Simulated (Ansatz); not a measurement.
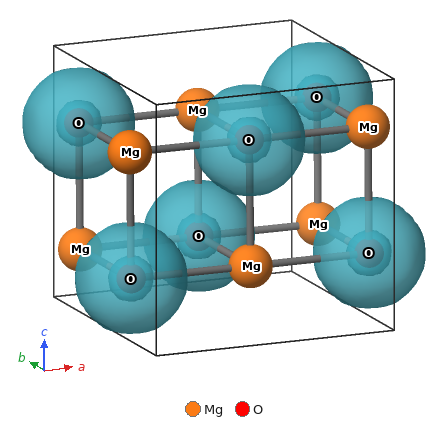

Figure. MgO. Isosurface of the ELF at 0.7 (cyan), seen slightly off an axis. Only the valence region is drawn (cores and ρ < 0.01 e/Å³ removed). Sticks mark near contacts.

Space group Cmcm.

All numbers below come from DFT PBE, scalar-relativistic, plane waves, PAW (Ansatz).

In a PAW calculation such maps are meaningful between the atoms, not at the nuclei.

Input

```
crystal:
  lattice:
    - [0.0, -2.1269229054, -2.1269229054]
    - [0.0, 2.1269229054, -2.1269229054]
    - [4.2538458108, 0.0, 0.0]
  atoms:
    - { symbol: Mg, position: [0.4911844478, 0.5088155522, 0.5] }
    - { symbol: Mg, position: [0.0088155522, -0.0088155522, 0.0] }
    - { symbol: O, position: [0.5043184594, 0.4956815406, 0.0] }
    - { symbol: O, position: [-0.0043184594, 0.0043184594, 0.5] }
basis:
  ecutwfc: 420
kpoints:
  mp_grid: { grid: [8, 8, 6] }
hamiltonian:
  xc: pbe
scf:
  occupations: { method: gaussian, width: 0.05 }
output:
  forces: true
  stress: true
  eigenvalues: true
  write_density: true
  write_potential: true
  elf: true
  volumetric_format: npy
```

Command:

```sh
ansatz run input.yaml --threads 2 --pin off --max-ram 5120MiB --backend cpu --events-out ev --progress --plain --runs-dir out
```

Below, planes, directions and counts refer to the conventional cell (a = 4.25 Å, b = 4.25 Å, c = 4.25 Å, α = 90.00°, β = 90.00°, γ = 90.00°).

Where are the electrons localised?

At this value the surface marks out four regions wrapped around O (the valence shell of each), counted in one cell of 8 atoms. Any copies at cell faces, edges or corners count once.

Values along the shortest contacts:
Mg–O (2.11 Å): the ELF peaks at about 0.85 in the valence shell of O, 0.6 Å from its nucleus, and is about 0.35 at the midpoint; a closed-shell, largely ionic contact.
